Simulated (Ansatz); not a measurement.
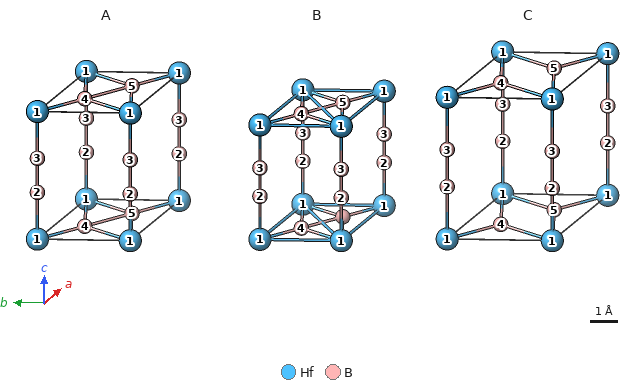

3 geometries from one relaxation of crystalline HfB4 (a generated structure, set up in P6/mmm) (coarse preliminary run), in shuffled order. Style: ball-and-stick. Shown: the cell of the calculation, from a free direction.

Theory: Ansatz 0.2.0, DFT PBE, scalar-relativistic, plane waves, PAW. Settings: plane-wave cutoff 420 eV; k-point mesh 6 × 6 × 4; occupations gaussian; smearing width 0.1 eV; no spin polarisation; cell and atoms relaxed; force threshold 0.04 eV/Å; at most 70 steps.

Put them in the order of the run, from the start to the converged end.

Answer. B, A, C. They are steps 0, 3, 12, at +3101 meV per atom, +585 meV per atom relative to the last. After 10 accepted moves (12 points after the start) the energy has fallen by 3101 meV per atom. The largest force component goes from 11 to 0.0094 eV/Å. Pressure: 190.03 GPa at the start and −0.05 GPa at the end. At 2 points the geometry stayed and the basis and grid were re-selected for the new cell (energy shift of 120 meV per atom at most each time). The largest moves relative to the cell, 0.044 Å, are those of B2 and B3. B3 goes along +c. Hf stays in place. Cell: a = b 3.093 → 3.995 Å (+29.2 %), c 5.046 → 6.249 Å (+23.9 %). Volume +106.7 %. Near-neighbour distances that change, for instance: Hf1–Hf1 3.093 → 3.995 Å, B4–B5 1.786 → 2.306 Å, Hf1–B4 1.786 → 2.306 Å, Hf1–B2 1.897 → 2.306 Å. The space group stays P6/mmm (No. 191). Cost: 25 s on 1 thread of Intel(R) Xeon(R) Platinum 8488C (Sapphire Rapids) (shared host), peak memory 0.43 GiB.
